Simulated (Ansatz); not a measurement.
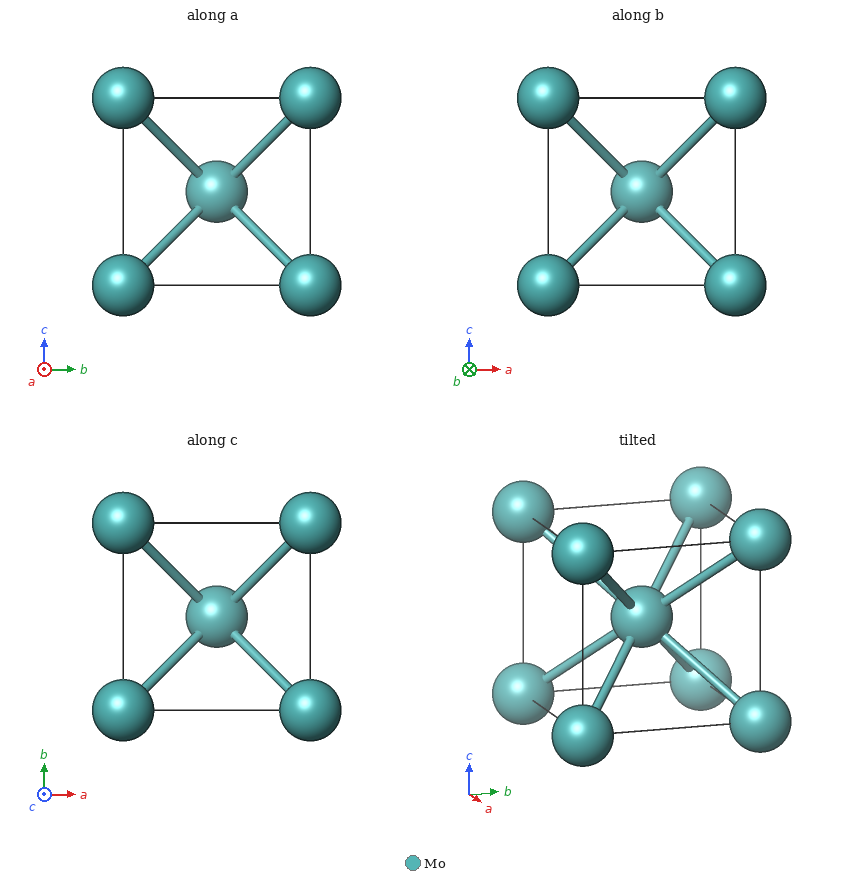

Ball-and-stick drawing of the structure, looking along the a axis, along the b axis, along the c axis and slightly off an axis. The conventional unit cell is drawn as a box.

Lattice parameters: a = 3.160 Å, b = 3.160 Å, c = 3.160 Å, α = 90.00°, β = 90.00°, γ = 90.00°.

**Give the structure in the form of a table of Wyckoff sites.**

Space group Im-3m (No. 229).
| atom | site | x | y | z |
| --- | --- | --- | --- | --- |
| Mo | 2a | 0.0000 | 0.0000 | 0.0000 |

The initial geometry was a structure type filled with this element by a generator (whether the element takes this form wasn't checked). The final geometry of a relaxation with DFT PBE, scalar-relativistic, plane waves, PAW in Ansatz 0.2.0 is shown.
